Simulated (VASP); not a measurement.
## Run report: W4C5, geometry relaxation (part 1 of 4)

System: W4C5 (slab, 9 atoms in the cell).
Method: Kohn-Sham DFT of a periodic cell, PBE, VASP PAW PBE potentials, recommended, no spin polarisation (VASP 6.6.1).

The structure derives from an entry of the Crystallography Open Database. It belongs to a series of runs on one base structure; here: the (0 0 1) slab of WC, cut from the database cell, not relaxed.

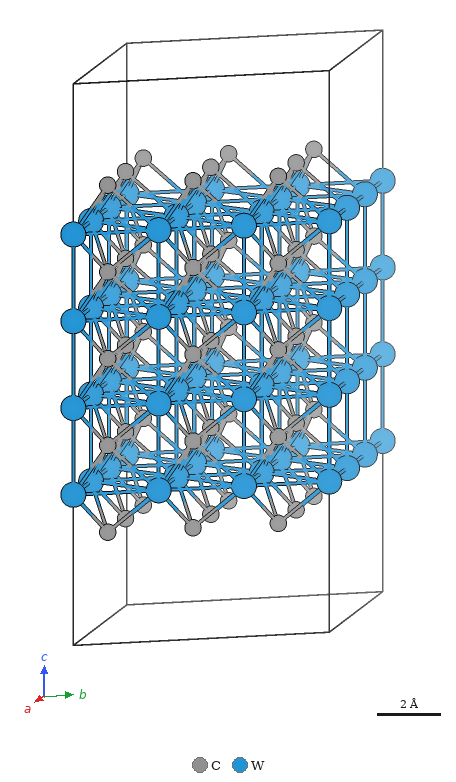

The starting structure (ball-and-stick view of the 3 × 3 repeat of the cell, with the vacuum cut short, seen slightly off an axis). Near neighbours in the crystal (not all of them lie inside the picture): C has 3 W at 2.19 Å; C has 6 W at 2.19 Å; W has 6 C at 2.19 Å and 7 W at 2.83 to 2.90 Å; W has 6 C at 2.19 Å and 8 W at 2.83 to 2.90 Å.

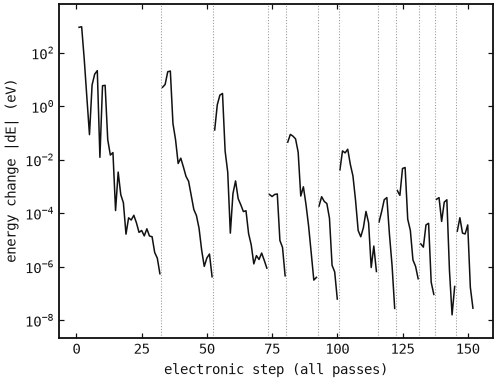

Convergence of the self-consistent field: energy change |dE| against the electronic step. Each stretch between dotted lines is the SCF of one geometry step of a relaxation. The 12 ionic steps take 6 to 32 electronic steps each. The density is held fixed in the first few steps, and dE rises again when its update begins.

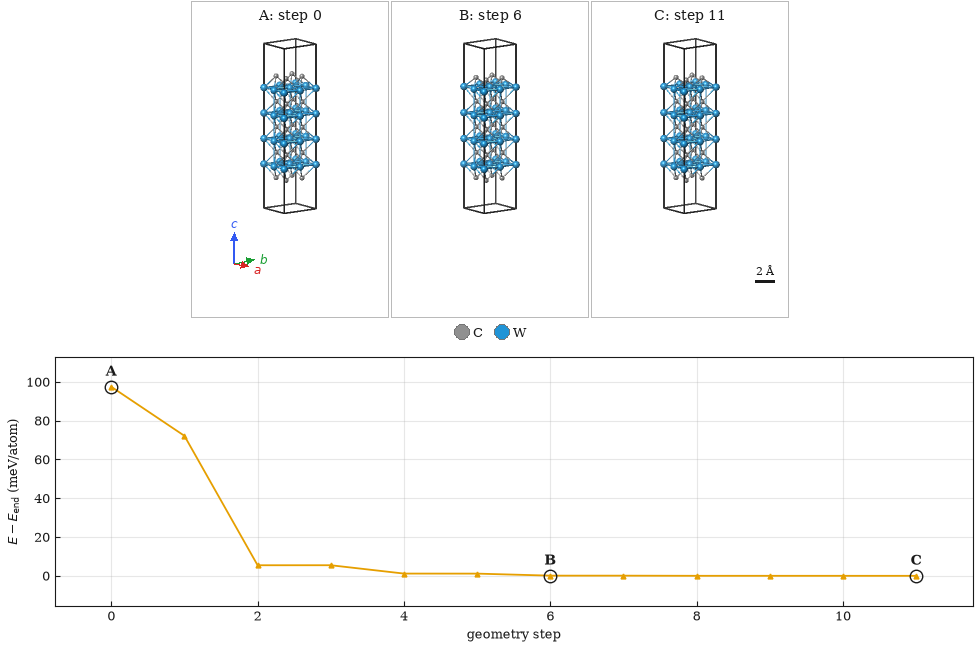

Frames of the relaxation (ball-and-stick view of the 2 × 2 repeat of the cell, with the vacuum cut short, seen slightly off an axis) above the curves, on which the letters mark them (steps are counted from 0).

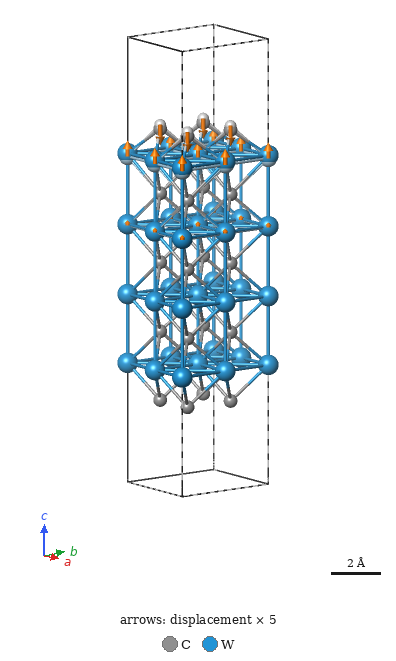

Start (faint) and end (solid) with the displacements as orange arrows, magnified 5 times (ball-and-stick view of the 2 × 2 repeat of the cell, with the vacuum cut short, seen slightly off an axis). The largest move is that of C5, 0.17 Å. Largest moves by element: C 0.17 Å, W 0.13 Å. The cell stays as it was. Among the contacts that change: C5–W9 2.192 → 2.011 Å, W8–W9 2.829 → 2.922 Å, C4–W9 2.192 → 2.271 Å, W7–W8 2.829 → 2.875 Å. Among the angles that change: W9–C5–W9 82.8° → 92.3°, W9–C4–W9 82.8° → 79.4°. The energy falls by 97.5 meV per atom in 11 geometry steps. Largest force component: 5.9 eV/Å at the start, 5.7 eV/Å at the end. (Atoms are counted from 1 in the order of the input.)

These pictures come from the run below.

INCAR:
```
ALGO = Normal
DIPOL = 0.5 0.5 0.500
EDIFF = 1E-6
EDIFFG = -0.01
ENCUT = 520
GGA = PE
IBRION = 2
IDIPOL = 3
ISIF = 2
ISMEAR = 0
LASPH = T
LCHARG = F
LDIPOL = T
LREAL = F
LWAVE = F
NELM = 80
NSW = 60
PREC = Accurate
SIGMA = 0.05
```

KPOINTS:
```
k-points
0
Gamma
  11 11 1
```

POSCAR:
```
W4C5
1.0
    2.9005014360      0.0000000000      0.0000000000
   -1.4502507180      2.5119079273      0.0000000000
    0.0000000000      0.0000000000     26.3160000000
C W
5 4
Selective dynamics
Direct
    0.6666666667      0.3333333334      0.2849977200  F F F
    0.6666666667      0.3333333334      0.3924988600  F F F
    0.6666666667      0.3333333334      0.5000000000  T T T
    0.6666666667      0.3333333334      0.6075011400  T T T
    0.6666666667      0.3333333334      0.7150022800  T T T
    0.0000000000      0.0000000000      0.3387482900  F F F
    0.0000000000      0.0000000000      0.4462494300  F F F
    0.0000000000      0.0000000000      0.5537505700  T T T
    0.0000000000      0.0000000000      0.6612517100  T T T
```

Command:
```bash
cat potpaw_PBE.64/C/POTCAR potpaw_PBE.64/W_sv/POTCAR > POTCAR
mpirun -np 1 vasp_std > vasp.out
```

OSZICAR:
```
N       E                     dE             d eps       ncg     rms          rms(c)
DAV:   1     0.905695441593E+03    0.90570E+03   -0.45475E+04  1616   0.167E+03
DAV:   2    -0.449498004523E+02   -0.95065E+03   -0.93519E+03  1648   0.509E+02
DAV:   3    -0.101808622496E+03   -0.56859E+02   -0.55544E+02  1800   0.120E+02
DAV:   4    -0.103963645024E+03   -0.21550E+01   -0.21378E+01  1728   0.234E+01
DAV:   5    -0.104051116426E+03   -0.87471E-01   -0.87353E-01  1928   0.460E+00    0.637E+01
DAV:   6    -0.977219105809E+02    0.63292E+01   -0.16502E+02  1791   0.434E+01    0.217E+01
DAV:   7    -0.113758803517E+03   -0.16037E+02   -0.20003E+02  2032   0.455E+01    0.237E+01
DAV:   8    -0.920346339423E+02    0.21724E+02   -0.12228E+02  2131   0.406E+01    0.115E+01
DAV:   9    -0.920222316963E+02    0.12402E-01   -0.34711E+01  1751   0.199E+01    0.498E+00
DAV:  10    -0.979256584537E+02   -0.59034E+01   -0.57395E+01  1942   0.225E+01    0.998E+00
DAV:  11    -0.918076680831E+02    0.61180E+01   -0.30929E+01  1968   0.142E+01    0.209E+00
DAV:  12    -0.918643497560E+02   -0.56682E-01   -0.92966E-01  1795   0.323E+00    0.164E+00
DAV:  13    -0.918492703838E+02    0.15079E-01   -0.82957E-02  1808   0.132E+00    0.118E+00
DAV:  14    -0.918306574994E+02    0.18613E-01   -0.88991E-02  1793   0.136E+00    0.535E-01
DAV:  15    -0.918305306460E+02    0.12685E-03   -0.42853E-02  1731   0.872E-01    0.486E-01
DAV:  16    -0.918270606165E+02    0.34700E-02   -0.17953E-02  1763   0.646E-01    0.216E-01
DAV:  17    -0.918265631291E+02    0.49749E-03   -0.47647E-03  1779   0.331E-01    0.106E-01
DAV:  18    -0.918263146163E+02    0.24851E-03   -0.13090E-03  1843   0.186E-01    0.427E-02
DAV:  19    -0.918263311959E+02   -0.16580E-04   -0.15278E-04  1736   0.807E-02    0.326E-02
DAV:  20    -0.918263988913E+02   -0.67695E-04   -0.83905E-05  1638   0.659E-02    0.205E-02
DAV:  21    -0.918264549246E+02   -0.56033E-04   -0.56992E-05  1787   0.419E-02    0.209E-02
DAV:  22    -0.918265391257E+02   -0.84201E-04   -0.51944E-05  1494   0.315E-02    0.143E-02
DAV:  23    -0.918265831418E+02   -0.44016E-04   -0.32600E-05  1362   0.169E-02    0.872E-03
DAV:  24    -0.918266024474E+02   -0.19306E-04   -0.57484E-06  1286   0.112E-02    0.546E-03
DAV:  25    -0.918266251989E+02   -0.22751E-04   -0.91656E-06  1316   0.127E-02    0.338E-03
DAV:  26    -0.918266394740E+02   -0.14275E-04   -0.88170E-07  1018   0.448E-03    0.244E-03
DAV:  27    -0.918266657027E+02   -0.26229E-04   -0.15806E-06  1117   0.443E-03    0.181E-03
DAV:  28    -0.918266798245E+02   -0.14122E-04   -0.95595E-07  1025   0.440E-03    0.905E-04
DAV:  29    -0.918266930990E+02   -0.13275E-04   -0.75280E-07  1055   0.248E-03    0.571E-04
DAV:  30    -0.918266965091E+02   -0.34101E-05   -0.16588E-07   944   0.141E-03    0.356E-04
DAV:  31    -0.918266986075E+02   -0.20984E-05   -0.12932E-07   960   0.100E-03    0.281E-04
DAV:  32    -0.918266991550E+02   -0.54749E-06   -0.29459E-08   894   0.575E-04
   1 F= -.91826699E+02 E0= -.91825095E+02  d E =-.918267E+02
       N       E                     dE             d eps       ncg     rms          rms(c)
DAV:   1    -0.866750000951E+02    0.51517E+01   -0.39085E+02  1490   0.165E+02    0.107E+01
DAV:   2    -0.932490053409E+02   -0.65740E+01   -0.67969E+01  1612   0.351E+01    0.705E+00
DAV:   3    -0.112871971141E+03   -0.19623E+02   -0.21317E+02  2163   0.427E+01    0.167E+01
DAV:   4    -0.919126290711E+02    0.20959E+02   -0.93992E+01  2216   0.281E+01    0.467E+00
DAV:   5    -0.921397624886E+02   -0.22713E+00   -0.93043E+00  1744   0.908E+00    0.297E+00
DAV:   6    -0.920834858435E+02    0.56277E-01   -0.13643E+00  1768   0.612E+00    0.149E+00
DAV:   7    -0.920761969562E+02    0.72889E-02   -0.42862E-01  1763   0.406E+00    0.926E-01
DAV:   8    -0.920646684843E+02    0.11528E-01   -0.81806E-02  1771   0.181E+00    0.590E-01
DAV:   9    -0.920592395682E+02    0.54289E-02   -0.17855E-02  1880   0.716E-01    0.332E-01
DAV:  10    -0.920568344978E+02    0.24051E-02   -0.52763E-03  1987   0.477E-01    0.194E-01
DAV:  11    -0.920552645088E+02    0.15700E-02   -0.62379E-03  1936   0.438E-01    0.119E-01
DAV:  12    -0.920547958866E+02    0.46862E-03   -0.15081E-03  1872   0.268E-01    0.838E-02
DAV:  13    -0.920546570881E+02    0.13880E-03   -0.45476E-04  1824   0.113E-01    0.604E-02
DAV:  14    -0.920545746720E+02    0.82416E-04   -0.16736E-04  2016   0.887E-02    0.380E-02
DAV:  15    -0.920545469936E+02    0.27678E-04   -0.34032E-04  2136   0.116E-01    0.984E-03
DAV:  16    -0.920545512333E+02   -0.42397E-05   -0.47223E-05  1606   0.372E-02    0.978E-03
DAV:  17    -0.920545522631E+02   -0.10298E-05   -0.21502E-06  1136   0.866E-03    0.774E-03
DAV:  18    -0.920545543930E+02   -0.21298E-05   -0.70109E-06  1147   0.173E-02    0.550E-03
DAV:  19    -0.920545573851E+02   -0.29921E-05   -0.18542E-06  1080   0.632E-03    0.388E-03
DAV:  20    -0.920545578071E+02   -0.42197E-06   -0.37212E-07   930   0.343E-03
   2 F= -.92054558E+02 E0= -.92053560E+02  d E =-.227859E+00
       N       E                     dE             d eps       ncg     rms          rms(c)
DAV:   1    -0.919236343843E+02    0.13092E+00   -0.66388E+01  1546   0.611E+01    0.425E+00
DAV:   2    -0.930705670540E+02   -0.11469E+01   -0.13005E+01  1606   0.175E+01    0.324E+00
DAV:   3    -0.957058201505E+02   -0.26353E+01   -0.43497E+01  1976   0.187E+01    0.822E+00
DAV:   4    -0.926761411085E+02    0.30297E+01   -0.22634E+01  2224   0.115E+01    0.144E+00
DAV:   5    -0.926547948312E+02    0.21346E-01   -0.58756E-01  1888   0.405E+00    0.928E-01
DAV:   6    -0.926582305682E+02   -0.34357E-02   -0.10116E-01  1678   0.181E+00    0.825E-01
DAV:   7    -0.926582486643E+02   -0.18096E-04   -0.12351E-02  1784   0.743E-01    0.425E-01
DAV:   8    -0.926577037656E+02    0.54490E-03   -0.18324E-02  1866   0.107E+00    0.284E-01
DAV:   9    -0.926560803934E+02    0.16234E-02   -0.11344E-02  1840   0.518E-01    0.122E-01
DAV:  10    -0.926557272188E+02    0.35317E-03   -0.10806E-03  1817   0.177E-01    0.905E-02
DAV:  11    -0.926555184855E+02    0.20873E-03   -0.33260E-04  1939   0.100E-01    0.708E-02
DAV:  12    -0.926554023975E+02    0.11609E-03   -0.17171E-04  1824   0.758E-02    0.510E-02
DAV:  13    -0.926552781550E+02    0.12424E-03   -0.40210E-04  2200   0.130E-01    0.204E-02
DAV:  14    -0.926552608264E+02    0.17329E-04   -0.22862E-04  1800   0.865E-02    0.653E-03
DAV:  15    -0.926552674387E+02   -0.66123E-05   -0.40051E-05  1627   0.305E-02    0.101E-02
DAV:  16    -0.926552687185E+02   -0.12798E-05   -0.38065E-06  1088   0.121E-02    0.666E-03
DAV:  17    -0.926552713288E+02   -0.26103E-05   -0.22093E-06  1208   0.711E-03    0.346E-03
DAV:  18    -0.926552732008E+02   -0.18719E-05   -0.58381E-07   968   0.342E-03    0.227E-03
DAV:  19    -0.926552764469E+02   -0.32462E-05   -0.14262E-06  1012   0.712E-03    0.707E-04
DAV:  20    -0.926552781858E+02   -0.17389E-05   -0.41021E-07   975   0.297E-03    0.120E-03
DAV:  21    -0.926552790710E+02   -0.88521E-06   -0.14723E-07   938   0.207E-03
   3 F= -.92655279E+02 E0= -.92654287E+02  d E =-.828580E+00
       N       E                     dE             d eps       ncg     rms          rms(c)
DAV:   1    -0.926547734323E+02    0.50475E-03   -0.46645E-02  1508   0.173E+00    0.998E-02
DAV:   2    -0.926551975461E+02   -0.42411E-03   -0.51802E-03  1523   0.355E-01    0.438E-02
DAV:   3    -0.926557035472E+02   -0.50600E-03   -0.57328E-03  2152   0.401E-01    0.799E-02
DAV:   4    -0.926551742437E+02    0.52930E-03   -0.45530E-03  2208   0.443E-01    0.254E-02
DAV:   5    -0.926551838488E+02   -0.96051E-05   -0.10972E-04  1784   0.571E-02    0.111E-02
DAV:   6    -0.926551785554E+02    0.52934E-05   -0.68040E-05  1737   0.553E-02    0.770E-03
DAV:   7    -0.926551780976E+02    0.45783E-06   -0.84420E-06  1448   0.174E-02
   4 F= -.92655178E+02 E0= -.92654186E+02  d E =-.828479E+00
       N       E                     dE             d eps       ncg     rms          rms(c)
DAV:   1    -0.926094262536E+02    0.45752E-01   -0.10411E+01  1515   0.282E+01    0.149E+00
DAV:   2    -0.926986657545E+02   -0.89240E-01   -0.10705E+00  1551   0.579E+00    0.807E-01
DAV:   3    -0.927756130542E+02   -0.76947E-01   -0.64102E-01  1952   0.415E+00    0.134E+00
DAV:   4    -0.927148774501E+02    0.60736E-01   -0.13985E+00  2208   0.482E+00    0.572E-01
DAV:   5    -0.926955821893E+02    0.19295E-01   -0.14519E-01  2046   0.211E+00    0.274E-01
DAV:   6    -0.926951407220E+02    0.44147E-03   -0.16078E-02  1737   0.991E-01    0.163E-01
DAV:   7    -0.926941626509E+02    0.97807E-03   -0.49213E-03  1768   0.481E-01    0.937E-02
DAV:   8    -0.926939483261E+02    0.21432E-03   -0.13490E-03  1848   0.181E-01    0.427E-02
DAV:   9    -0.926939147188E+02    0.33607E-04   -0.39125E-04  1824   0.123E-01    0.263E-02
DAV:  10    -0.926939113868E+02    0.33320E-05   -0.95875E-05  1784   0.627E-02    0.169E-02
DAV:  11    -0.926939117040E+02   -0.31711E-06   -0.17827E-05  1840   0.235E-02    0.899E-03
DAV:  12    -0.926939113023E+02    0.40163E-06   -0.82926E-06  1400   0.200E-02
   5 F= -.92693911E+02 E0= -.92692894E+02  d E =-.387332E-01
       N       E                     dE             d eps       ncg     rms          rms(c)
DAV:   1    -0.926937253186E+02    0.18639E-03   -0.47799E-02  1523   0.202E+00    0.102E-01
DAV:   2    -0.926941422787E+02   -0.41696E-03   -0.49888E-03  1528   0.407E-01    0.555E-02
DAV:   3    -0.926944207315E+02   -0.27845E-03   -0.31956E-03  1968   0.359E-01    0.648E-02
DAV:   4    -0.926941900796E+02    0.23065E-03   -0.47309E-03  2064   0.387E-01    0.356E-02
DAV:   5    -0.926941248281E+02    0.65252E-04   -0.71725E-04  1969   0.165E-01    0.102E-02
DAV:   6    -0.926941236977E+02    0.11304E-05   -0.66189E-05  1729   0.579E-02    0.726E-03
DAV:   7    -0.926941230550E+02    0.64270E-06   -0.18143E-05  1611   0.343E-02    0.333E-03
DAV:   8    -0.926941229933E+02    0.61722E-07   -0.24465E-06  1063   0.114E-02
   6 F= -.92694123E+02 E0= -.92693109E+02  d E =-.389449E-01
       N       E                     dE             d eps       ncg     rms          rms(c)
DAV:   1    -0.926983115356E+02   -0.41885E-02   -0.27009E+00  1445   0.102E+01    0.787E-01
DAV:   2    -0.927198986986E+02   -0.21587E-01   -0.21804E-01  1656   0.312E+00    0.699E-01
DAV:   3    -0.927380718421E+02   -0.18173E-01   -0.73244E-01  2008   0.419E+00    0.748E-01
DAV:   4    -0.927132012205E+02    0.24871E-01   -0.13016E-01  1918   0.172E+00    0.380E-01
DAV:   5    -0.927064494767E+02    0.67517E-02   -0.28037E-02  1912   0.100E+00    0.223E-01
DAV:   6    -0.927039500795E+02    0.24994E-02   -0.12705E-02  1928   0.508E-01    0.796E-02
DAV:   7    -0.927036458128E+02    0.30427E-03   -0.15921E-03  1808   0.300E-01    0.629E-02
DAV:   8    -0.927036231177E+02    0.22695E-04   -0.27299E-04  1672   0.816E-02    0.604E-02
DAV:   9    -0.927036363280E+02   -0.13210E-04   -0.18410E-05  1736   0.252E-02    0.587E-02
DAV:  10    -0.927036651169E+02   -0.28789E-04   -0.50834E-04  1648   0.951E-02    0.866E-02
DAV:  11    -0.927035478342E+02    0.11728E-03   -0.27465E-04  1896   0.101E-01    0.796E-02
DAV:  12    -0.927035039725E+02    0.43862E-04   -0.18059E-04  1768   0.629E-02    0.429E-02
DAV:  13    -0.927035049096E+02   -0.93719E-06   -0.23986E-05  1608   0.264E-02    0.302E-02
DAV:  14    -0.927034989598E+02    0.59498E-05   -0.24811E-05  1720   0.276E-02    0.126E-02
DAV:  15    -0.927034996242E+02   -0.66439E-06   -0.45635E-06  1307   0.104E-02
   7 F= -.92703500E+02 E0= -.92702447E+02  d E =-.937663E-02
       N       E                     dE             d eps       ncg     rms          rms(c)
DAV:   1    -0.927035462347E+02   -0.47275E-04   -0.19705E-02  1445   0.882E-01    0.680E-02
```
